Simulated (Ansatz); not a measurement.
PtS2 (slab)

Input

```
crystal:
  lattice:
    - [3.5414384854, 0.0, 0.0]
    - [-1.7707192427, 3.0669756943, 0.0]
    - [0.0, 0.0, 22.4671585948]
  atoms:
    - { symbol: S, position: [0.6666666667, 0.3333333333, 0.2002923503] }
    - { symbol: Pt, position: [0.0, 0.0, 0.255573523] }
    - { symbol: S, position: [0.3333333333, 0.6666666667, 0.3107004624] }
    - { symbol: S, position: [0.3333333333, 1.0, 0.4663642732] }
    - { symbol: Pt, position: [-0.3333333333, 0.6666666667, 0.5214916887] }
    - { symbol: S, position: [0.0, 1.3333333333, 0.5767734977] }
basis:
  ecutwfc: 420
kpoints:
  mp_grid: { grid: [9, 9, 1] }
hamiltonian:
  xc: pbe
  dispersion: d3bj
scf:
  occupations: { method: gaussian, width: 0.05 }
output:
  forces: true
  eigenvalues: true
  write_density: true
  write_potential: true
  elf: true
  volumetric_format: npy
relax:
  adjacent_minimum: "off"
  f_tol: 0.003
  max_steps: 20
  constraints: [{ site: 0 }, { sites: [1, 2, 3, 4, 5], fix: xy }]
efield:
  axis: 3
  dipole_correction: true
  ramp_width: 0.04
```

Run with:

```sh
ansatz run input.yaml --threads 1 --pin off --max-ram 3072MiB --backend cpu --events-out ev --progress --plain --runs-dir out
```

The fields are those of the relaxed geometry.

Method: DFT PBE+D3(BJ), scalar-relativistic, plane waves, PAW (Ansatz 0.2.0).

### What will maps of the valence pseudo-density and electron localisation function show?

Pt–S (2.39 Å): ρ is about 0.67 e/Å³ halfway; the ELF peaks at about 0.90 in the valence shell of S, 0.8 Å from its nucleus, and is about 0.45 at the midpoint.

### Does the calculation give a band gap?

It is gapped, with a Kohn–Sham gap of 1.2 eV on the k-point mesh (the band edges may lie off the mesh, which would make the gap smaller).

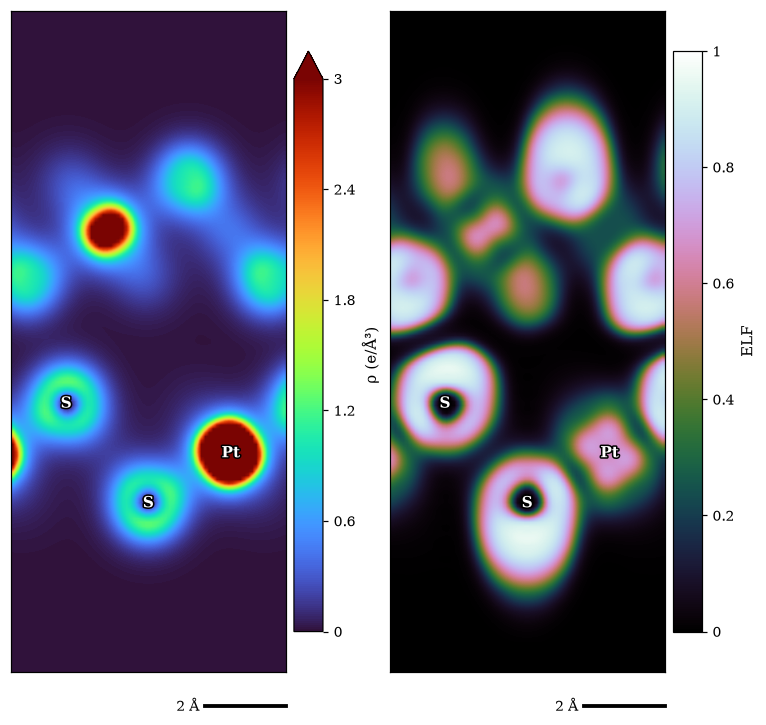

Computed valence pseudo-density and electron localisation function on the (110) plane of the calculation cell, a cut from vacuum to vacuum, in this order. Atoms just off the plane (S, 0.6 Å away and Pt, 0.6 Å away) can leave unmarked features too.

In a PAW calculation such maps are meaningful between the atoms, not at the nuclei.
